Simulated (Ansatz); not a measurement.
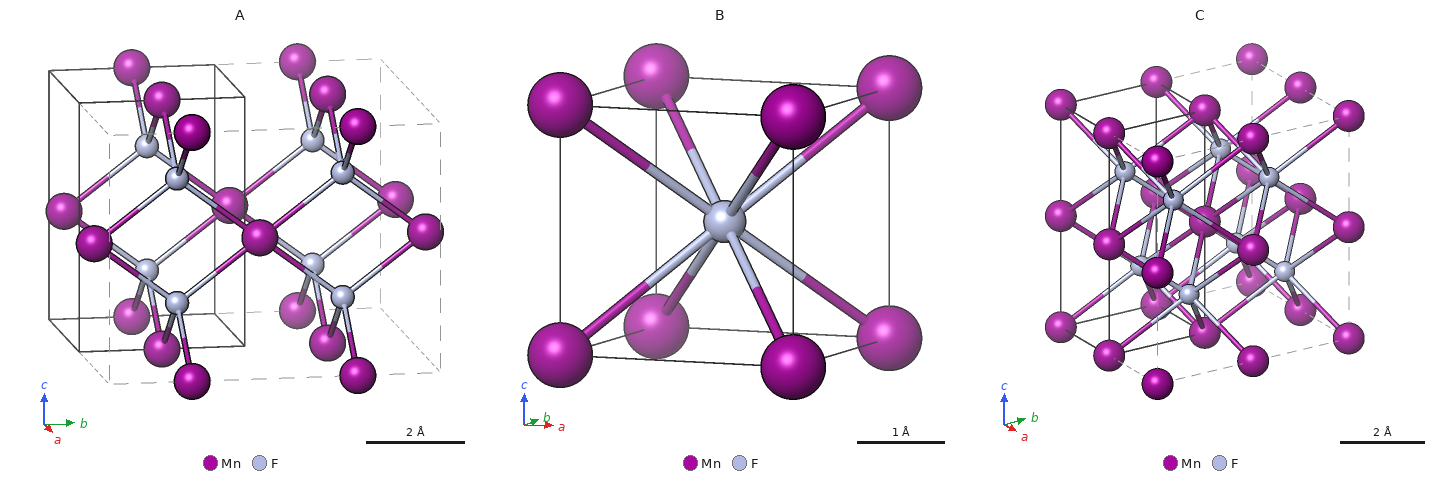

Three structures of MnF, each relaxed to rest (conventional cells in solid outline, small ones repeated, each panel with its own scale). Method: DFT PBE, scalar-relativistic, plane waves, PAW in Ansatz 0.2.0, with collinear spins.

> Give the type and space group of each panel.

A: 4 atoms a cell on a primitive tetragonal lattice, P4_2/mmc; B: caesium chloride (CsCl, B2) type, Pm-3m; C: nickel arsenide (NiAs) type, P6_3/mmc.

> Rank them by energy, lowest first.

A, then C (+264 meV/atom) and B (+349 meV/atom), energies at zero smearing.

> Collect the results in a table.

| panel | structure | E − E(lowest) (meV/atom) | volume (Å³/atom) | gap (eV) |
| --- | --- | --- | --- | --- |
| A | P4_2/mmc | 0 | 15.7 | metal |
| C | P6_3/mmc | 264 | 14.5 | metal |
| B | Pm-3m | 349 | 12.5 | metal |

Some of these may be structure types tried for this composition rather than known phases, and the most stable form need not be among them. Gaps are taken on the k-mesh or band path of each run.
